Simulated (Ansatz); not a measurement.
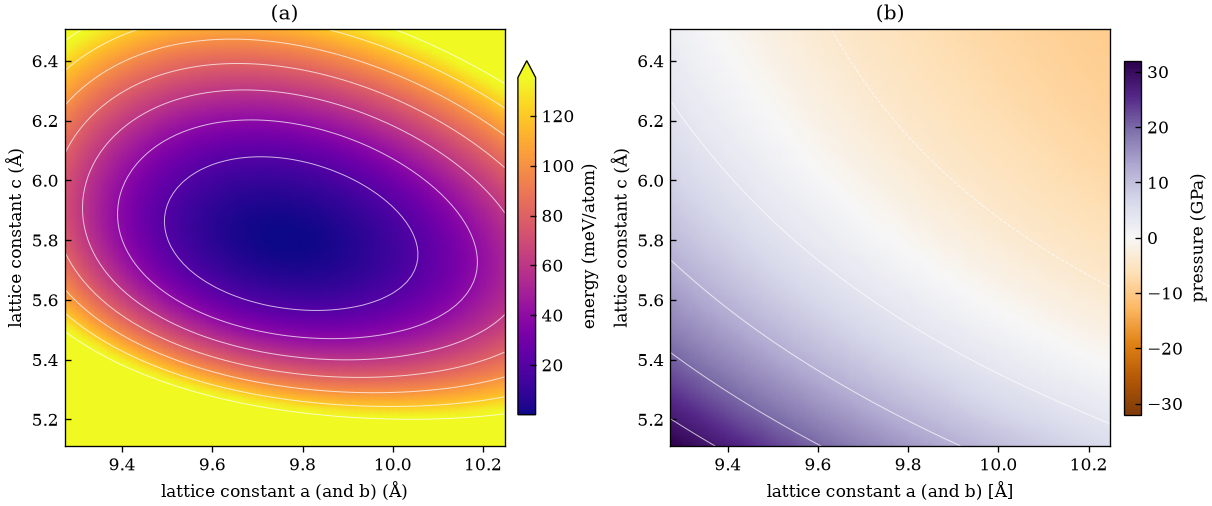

Ge (R-3, No. 148; 8 atoms in the cell). The energy is mapped over the lattice constants a and c of the conventional cell. Coordinates scanned: (1) lattice constant a (and b); (2) lattice constant c. Nothing is relaxed (fractional coordinates fixed). The grid has 11 × 11 points. Points are written as (first, second). Energies are in meV/atom, from the lowest grid point. Theory: DFT LDA, scalar-relativistic, plane waves, PAW in Ansatz 0.2.0. Settings: cutoff 420 eV, k-mesh 9×9×9, gaussian smearing 0.15 eV, no spin polarisation.

Panel (a) is the energy; panel (b) is the computed pressure, in GPa.

In the figure: a smooth colour map with a few white contour lines, one colour for all values above the top of the scale. Between grid points the surface is interpolated.

How does the pressure vary over the map, and what is it at the lowest grid point?

It runs from −9.5 GPa at (10.248 Å, 6.505 Å) to 32.0 GPa at (9.272 Å, 5.111 Å). At the lowest grid point, (9.760 Å, 5.808 Å), it is 0.0 GPa.

| lattice constant c ↓, lattice constant a (and b) → | 9.272 | 9.370 | 9.467 | 9.565 | 9.663 | 9.760 | 9.858 | 9.955 | 10.053 | 10.151 | 10.248 |
| --- | --- | --- | --- | --- | --- | --- | --- | --- | --- | --- | --- |
| 6.505 | 1.9 | 0.1 | −1.6 | −3.1 | −4.4 | −5.6 | −6.6 | −7.5 | −8.3 | −8.9 | −9.5 |
| 6.366 | 3.1 | 1.1 | −0.7 | −2.3 | −3.7 | −4.9 | −6.0 | −7.0 | −7.8 | −8.5 | −9.1 |
| 6.226 | 4.4 | 2.3 | 0.4 | −1.3 | −2.7 | −4.1 | −5.2 | −6.2 | −7.1 | −7.9 | −8.6 |
| 6.087 | 6.1 | 3.8 | 1.8 | 0.0 | −1.6 | −3.0 | −4.2 | −5.3 | −6.3 | −7.1 | −7.9 |
| 5.948 | 8.1 | 5.7 | 3.5 | 1.6 | −0.1 | −1.7 | −3.0 | −4.2 | −5.2 | −6.2 | −7.0 |
| 5.808 | 10.5 | 7.9 | 5.6 | 3.5 | 1.7 | 0.0 | −1.5 | −2.7 | −3.9 | −4.9 | −5.8 |
| 5.669 | 13.5 | 10.6 | 8.1 | 5.9 | 3.9 | 2.1 | 0.5 | −1.0 | −2.2 | −3.3 | −4.3 |
| 5.529 | 16.9 | 13.9 | 11.2 | 8.7 | 6.5 | 4.6 | 2.8 | 1.2 | −0.1 | −1.4 | −2.5 |
| 5.390 | 21.1 | 17.8 | 14.8 | 12.2 | 9.8 | 7.6 | 5.7 | 3.9 | 2.4 | 1.0 | −0.2 |
| 5.251 | 26.1 | 22.5 | 19.3 | 16.3 | 13.7 | 11.3 | 9.1 | 7.2 | 5.5 | 3.9 | 2.5 |
| 5.111 | 32.0 | 28.1 | 24.5 | 21.3 | 18.4 | 15.7 | 13.3 | 11.2 | 9.2 | 7.4 | 5.8 |

PAW datasets: the set soft_1.
